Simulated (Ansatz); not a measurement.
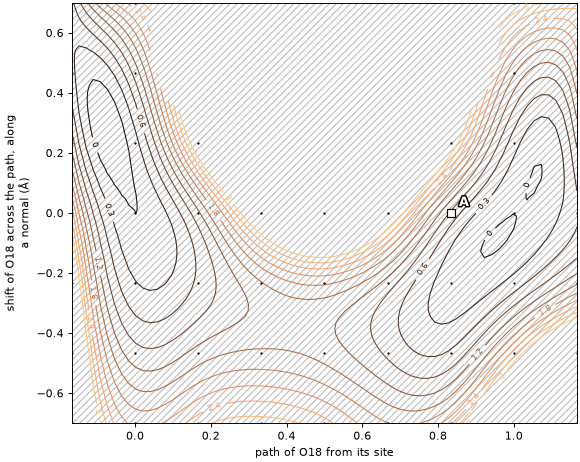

LiNbO₃ (R-3c phase) with one O vacancy (19 atoms in the cell, cell charge +2). 
- An atom moved over a plane that holds its own site and a neighbouring vacancy (x along [1 0 0], y along [0 1 1], z along [0 −2 1] of the conventional cell).
- First axis: path of O18 from its site (0) to the vacancy (1), 2.793 Å. Second axis: shift of O18 across the path, along a normal.
- Nothing is relaxed (all other atoms held at the sites of the perfect crystal).
- The scan uses a 9 × 7 grid; 47 points were computed and 1 follow by symmetry. At 15 points there is no value (left out of the scan, as a rule where atoms come close).
- Points are written as (first, second).
- Energies are in eV per cell, from the lowest grid point.
- The cell is charged on a uniform background, without a charge correction.
- Level of theory: DFT PBEsol, scalar-relativistic, plane waves, PAW in Ansatz 0.2.0. Settings: cutoff 420 eV, k-mesh 4×4×4, gaussian smearing 0.05 eV, no spin polarisation.

Drawn: contour lines labelled in eV (none above 3), dots at the grid points, hatched blanks where no value was computed, the point A. Between grid points the surface is interpolated.

> Is A at rest? If not, where is it pushed?

A, at (0.833, 0.000 Å), is not a stationary point. The computed force is 12 eV for each unit of the axis towards larger values of the first coordinate and 6.5 eV for each Å towards smaller values of the second coordinate.

PAW datasets: the set soft_1.
